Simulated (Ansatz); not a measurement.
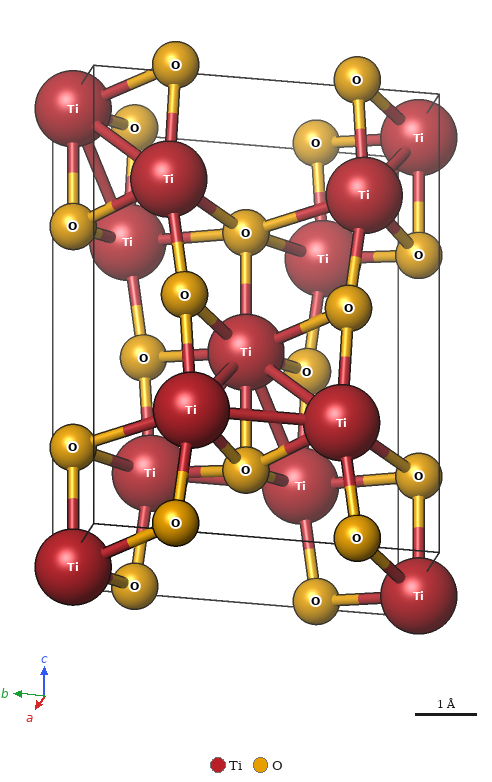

Figure 1. The input geometry (ball-and-stick view of the cell 2 times as large as that of the calculation, set on its symmetry axes, seen at an oblique angle). An atom can appear more than once, as a periodic image. Near neighbours in the periodic cell (some may lie outside the picture): Ti has 6 O at 2.06 to 2.10 Å and 4 Ti at 2.58 Å; Ti has 6 O at 1.99 to 2.23 Å and 3 Ti at 2.53 to 2.58 Å; O has 4 Ti at 2.03 to 2.06 Å; O has 5 Ti at 1.99 to 2.23 Å.

## Ti3O4: single-point calculation

System: Ti3O4 (Amm2, 7 atoms in the cell).
Method: DFT PBEsol, scalar-relativistic, plane waves, PAW, no spin polarisation (Ansatz 0.2.0).

The structure derives from a Materials Project entry. It belongs to a series of runs on one base structure; here: mode 1 (-194.0 1/cm) frozen in, largest displacement +0.228 A. Figures and captions count atoms from 1; the log counts them from 0 in places.

### Input
```yaml
crystal:
  lattice:
    - [2.9128162305, -4.0303540204, 0.0]
    - [2.9128162305, 4.0303540204, 0.0]
    - [0.0, 0.0, 2.9690273776]
  atoms:
    - { symbol: Ti, position: [-0.0258017758, 0.0258017758, 0.5] }
    - { symbol: Ti, position: [0.5481280125, 0.0172822865, 0.0] }
    - { symbol: Ti, position: [-0.0172822865, 0.4518719875, 0.0] }
    - { symbol: O, position: [0.7790261498, 0.7465404718, 0.0] }
    - { symbol: O, position: [0.2350882832, 0.7649117168, 0.5] }
    - { symbol: O, position: [0.2534595282, 0.2209738502, 0.0] }
    - { symbol: O, position: [0.7173351728, 0.2826648272, 0.5] }
basis:
  ecutwfc: 420
kpoints:
  mp_grid: { grid: [8, 8, 14] }
hamiltonian:
  xc: pbesol
scf:
  occupations: { method: gaussian, width: 0.15 }
output:
  forces: true
  stress: true
  eigenvalues: true
  write_density: true
  write_potential: true
  elf: true
  volumetric_format: npy
```

Command:
```bash
ansatz run input.yaml --threads 2 --pin off --max-ram 5120MiB --backend cpu --events-out ev --progress --plain --runs-dir out
```

### What the program printed
```
Engine: ansatz 0.2.0, x86_64-unknown-linux-gnu
Pseudopotentials: kind: paw
Pseudopotential: Ti, paw, valence charge 12, recommended cutoff 420 eV (normal), Ti.paw.azcp
Pseudopotential: O, paw, valence charge 6, recommended cutoff 420 eV (normal), O.paw.azcp
Functional definition: PBEsol
  exchange = pbesol_x
  correlation = pbesol_c
Crystal: 7 atoms, lattice volume = 69.711 Å³
Basis set: ecut = 420 eV, 1341 PW (Γ), exchange–correlation on 72×72×40 points (8 copies of the dense FFT grid, shifted against one another)
Bands: 37, of which v1, the nominal top of the filled ones, is band 30 counted from 1 (29 counted from 0)
Symmetry: 4 space group operations
Space group: Amm2 (ITA 38), of the structure as read, at distance tolerance 4.1e-5 Å
k-points: 168 of 896 (time reversal used)
Non-local potential: Ti, projectors of the file, l = 0: 3, l = 1: 2, l = 2: 3, l = 3: 1
Non-local potential: O, projectors of the file, l = 0: 2, l = 1: 2, l = 2: 1
PAW form: soft (Blöchl's): semilocal exchange-correlation on the pseudo side does not see the compensation charge
PAW frozen core: Ti, regenerated for the run's functional, and the local potential with it (the file was generated under x = pbe(κ = 0.804, μ = 0.2195149727645171), c = pbe(β = 0.06672455060314922))
PAW frozen core: O, regenerated for the run's functional, and the local potential with it (the file was generated under x = pbe(κ = 0.804, μ = 0.2195149727645171), c = pbe(β = 0.06672455060314922))
PAW one-centre angular grid: Ti, 590 points (default); XC on 64 Gauss nodes
PAW one-centre angular grid: O, 110 points (default); XC on 64 Gauss nodes
Initial density: superposition of atomic densities (neutral atoms: chi_scale 0, normalization atom), corrected by the library's trained network
Initial wavefunctions: pseudopotential atomic-orbital guess
Functional: x = pbesol(κ = 0.804, μ = 0.12345679012345678), c = pbesol(β = 0.046)
SCF iter   1: F=—  HF=-9674.217063 eV  |F-HF|=—  |Δ(HF+E_count)|=         —  Δρ=1.85e-2  dr2=2.03e-1  ethr=1.77e-3  ⟨swp⟩=4.8  Hψ=24638  notcnv=0
preconditioner: auto → LDOS  [metal: Δε(μ)=0.007 eV  Ē_g=9.912 eV  σ=0.150 eV  W_gap=0.03  n_scr=26 (ndim 8)  ℏωp=26.7 eV  f_vac=0.040  D(μ)=3.00/eV (n_scr^D=30)  β→1.0]
SCF iter   2: F=—  HF=-9674.199871 eV  |F-HF|=—  |Δ(HF+E_count)|=   1.72e-2  Δρ=1.58e-2  dr2=1.16e-1  ethr=3.39e-4  ⟨swp⟩=3.0  Hψ=15989  notcnv=0  defer=330
SCF iter   3: F=—  HF=-9674.167371 eV  |F-HF|=—  |Δ(HF+E_count)|=   3.25e-2  Δρ=3.15e-3  dr2=6.52e-3  ethr=1.93e-4  ⟨swp⟩=2.0  Hψ=9753  notcnv=0  defer=330
SCF iter   4: F=—  HF=-9674.166615 eV  |F-HF|=—  |Δ(HF+E_count)|=   7.55e-4  Δρ=1.08e-3  dr2=1.01e-3  ethr=1.09e-5  ⟨swp⟩=2.1  Hψ=9173  notcnv=0  defer=327
SCF iter   5: F=—  HF=-9674.166489 eV  |F-HF|=—  |Δ(HF+E_count)|=   1.26e-4  Δρ=3.06e-4  dr2=7.05e-5  ethr=1.68e-6  ⟨swp⟩=2.0  Hψ=7848  notcnv=0  defer=327
SCF iter   6: F=—  HF=-9674.166438 eV  |F-HF|=—  |Δ(HF+E_count)|=   5.03e-5  Δρ=1.30e-4  dr2=9.05e-6  ethr=1.17e-7  ⟨swp⟩=2.0  Hψ=9000  notcnv=0  defer=327
SCF iter   7: F=—  HF=-9674.166438 eV  |F-HF|=—  |Δ(HF+E_count)|=   6.70e-7  Δρ=3.09e-5  dr2=3.57e-7  ethr=1.51e-8  ⟨swp⟩=2.0  Hψ=8789  notcnv=0  defer=327
SCF iter   8: F=-9674.166438 eV  HF=-9674.166438 eV  |F-HF|=3.50e-9  |Δ(HF+E_count)|=   1.11e-7  Δρ=6.59e-6  dr2=2.03e-8  ethr=1.67e-10  ⟨swp⟩=14.5  Hψ=45341  notcnv=0
SCF 1 converged in 8 iterations: F = -9674.166438 eV  dr2 = 2.03e-8
  greatest PAW one-centre occupation: 0.999 electrons in one spin orbital (limit 2), on the Ti atom at site 2 (counted from 0), in its partial waves of l = 0
```

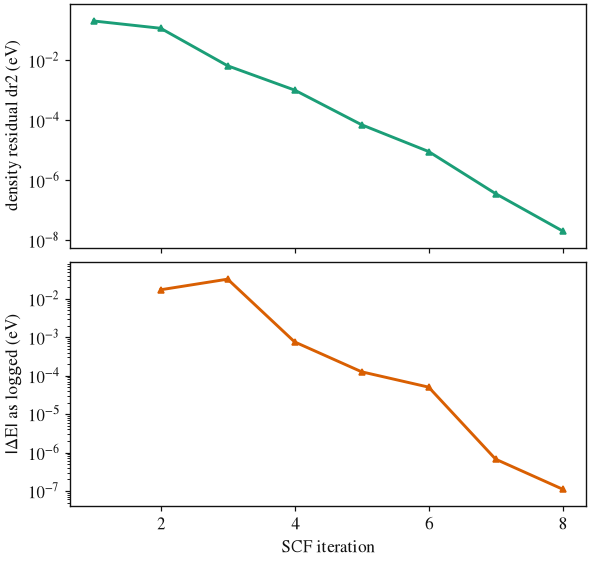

Figure 2. Convergence of the self-consistent field: density residual dr2 and size of the energy change against the SCF iteration. The residual falls at every step.

```
SCF converged after 8 iterations
Free energy (F): -9674.166438 eV
Harris-Foulkes:  -9674.166438 eV  (|F-HF|=3.50e-9)
Internal energy: -9674.132511 eV  (E = F + TS)
E sigma→0 (E₀):  -9674.149474 eV
Entropy (-TS):   -0.033927 eV (-4.847 meV/atom)
Fermi energy:    13.740496 eV
--- Per-component energies (eV) ---
  E_band       = -412.636597
  E_kinetic    = 1530.183497
  E_local      = -3813.782064  (includes V_loc(G=0)·N_el)
  E_nonlocal   = 217.399648
  E_hartree    = 1526.766808
  E_xc         = -587.556160
  E_vxc        = -746.769649  (∫ρ·V_xc dr)
  E_paw        = -3676.388294  (= ΣΔE_a)
  E_vpaw       = -653.213939  (= ΣTr[D̂ρ^β])
  E_aug_tail   = 0.010139  (compensation charges beyond the density's cutoff)
  E_ewald      = -4871.325390
  E_core_change = 0.559305  (= ΣΔE_core)
  E_smearing   = -0.033927  (= −TS)
  E_closure    = 0.000000  (closes the sum)
  Σ components = -9674.166438   (vs F -9674.166438, Δ=0.00e0)
--- Forces (eV/Å), atoms counted from 1 ---
  atom   1  Ti     0.00000000    -4.16641901    -0.00000000
  atom   2  Ti    -3.85249432     1.43534572     0.00000000
  atom   3  Ti     3.85249432     1.43534572     0.00000000
  atom   4  O      0.83357649     1.54857173     0.00000000
  atom   5  O      0.00000000    -0.83270567    -0.00000000
  atom   6  O     -0.83357649     1.54857173     0.00000000
  atom   7  O      0.00000000    -0.96863135    -0.00000000
  max |Σ_I F_I| component: 7.89e-5 eV/Å
--- Stress (GPa, compression-positive) ---
        2.841158       0.000000       0.000000
        0.000000       5.144094       0.000000
        0.000000       0.000000      -0.311597
  P = ⅓ Tr σ = 2.5579 GPa (25.579 kbar)
--- Band table (eV; the first three rows and the last of 168) ---
  k-point 0: bands = ["-43.6426", "-43.4898", "-43.0865", "-20.6338", "-20.2651", "-20.1221", "-19.9720", "-19.7583", "-19.7026", "-19.3779", "-19.3711", "-19.2465", "-7.1740", "-5.8362", "-4.7373", "-4.6740", "5.4297", "5.9370", "6.5082", "7.4832", "7.7593", "8.5457", "8.5954", "9.3434", "9.5360", "10.7476", "10.8314", "10.8811", "11.6366", "13.7807", "14.5147", "14.7838", "15.2220", "15.4072", "15.9825", "16.0040", "16.0451"]
  k-point 1: bands = ["-43.6389", "-43.4879", "-43.0861", "-20.6253", "-20.2545", "-20.1207", "-19.9994", "-19.7821", "-19.6970", "-19.3933", "-19.3806", "-19.2448", "-7.1422", "-5.8147", "-4.7393", "-4.6849", "5.4981", "5.9483", "6.5514", "7.4832", "7.7890", "8.5136", "8.5993", "9.2972", "9.3447", "10.5957", "10.7983", "10.8547", "11.7758", "13.7099", "14.4483", "14.8408", "15.2686", "15.3986", "15.8214", "16.0704", "16.3362"]
  k-point 2: bands = ["-43.6285", "-43.4827", "-43.0852", "-20.6019", "-20.2247", "-20.1217", "-20.0698", "-19.8412", "-19.6863", "-19.4499", "-19.3904", "-19.2455", "-7.0579", "-5.7528", "-4.7414", "-4.7158", "5.6872", "5.9895", "6.6510", "7.4851", "7.8681", "8.4531", "8.5701", "9.0041", "9.1520", "10.1069", "10.7153", "10.7769", "12.1422", "13.5737", "14.2601", "14.9196", "15.3403", "15.3814", "15.8606", "16.2283", "16.6933"]
  k-point 167: bands = ["-43.5644", "-43.4529", "-43.0816", "-20.5766", "-20.5563", "-20.2421", "-20.2317", "-19.8879", "-19.6182", "-19.4927", "-19.4478", "-19.2812", "-6.8039", "-5.4011", "-4.7200", "-4.6807", "5.6515", "5.9696", "6.9280", "7.0451", "7.7307", "7.8167", "8.5972", "9.1188", "9.7752", "9.8948", "9.9422", "10.0134", "12.0629", "12.1512", "15.0311", "15.5996", "15.7836", "16.1646", "16.4827", "16.5444", "16.6528"]
```

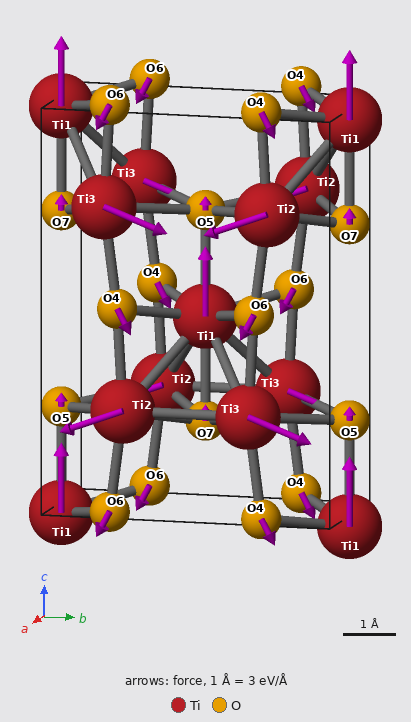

Figure 3. Forces on the atoms as pink arrows (ball-and-stick view of the cell 2 times as large as that of the calculation, set on its symmetry axes, seen slightly off an axis; atoms are numbered from 1 in the order of the input). The largest act on Ti1 (4.17 eV/Å); Ti2, Ti3 (4.11 eV/Å); O4, O6 (1.76 eV/Å). The geometry is not a stationary point of this energy.

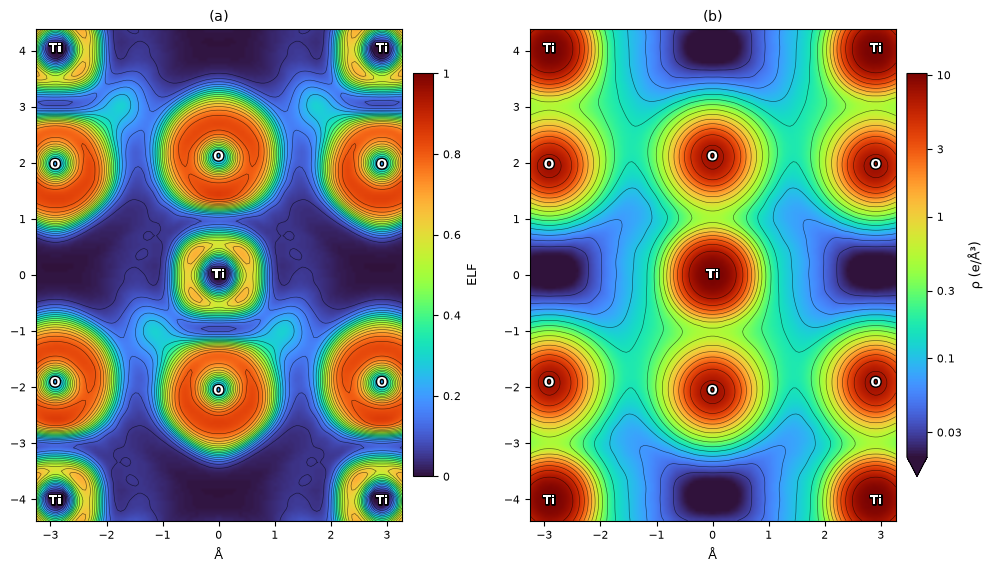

Figure 4. (a) electron localisation function; (b) valence charge density (pseudo) on the (100) plane of the conventional cell. Ti–O (2.07 Å): the density is about 0.52 e/Å³ at the midpoint; the ELF is about 0.10 at the midpoint (a polar contact without a shared pair, in a metal). Ti–O (2.10 Å): ρ at the midpoint is about 0.49 e/Å³; the ELF is about 0.15 at the midpoint (no shared pair; the contact is polar). Away from the nuclei the density in this plane falls to 0.01 e/Å³ at its lowest. The strong features right at Ti lie inside the PAW spheres (semicore, d or f shells) and say nothing about bonding. Core electrons are frozen (PAW), so the fields are smoothed inside the atomic spheres.

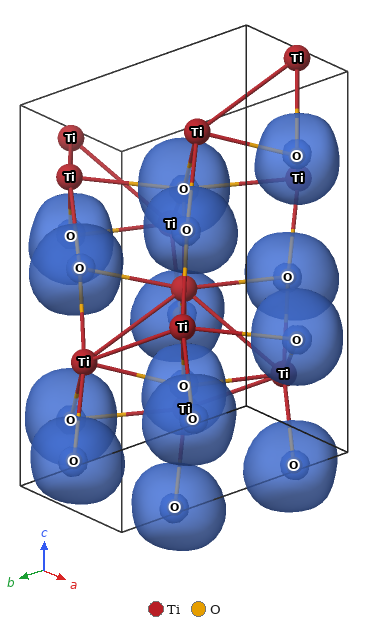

Figure 5. Isosurface of the electron localisation function at 0.6 (blue), seen at an oblique angle. Only the valence region is drawn (cores and ρ < 0.01 e/Å³ removed). Sticks mark near contacts. The outline is the cell set on symmetry axes. Along the contacts the grid gives the following. Ti–O (1.99 Å): the ELF is about 0.15 at the midpoint; no shared pair; the contact is polar. Ti–Ti (2.53 Å): the ELF is about 0.20 at the midpoint (no localised pair between them).

### Key numbers

```tsv
quantity	value
outcome	converged
space group (tolerance 0.01 Å)	Amm2 (38)
electrons treated	60
free energy	−9674.1664 eV
Fermi energy	13.740 eV
gap on the k-point mesh	none (metallic)
pressure	2.56 GPa
largest force (length of the vector)	4.166 eV/Å
hardware	2 threads of Intel Xeon @ 2.50GHz (Skylake/Cascade Lake), 189 GiB of memory available, shared host
wall time	57 s (CPU time 1.8 min)
peak memory	0.6 GiB
```
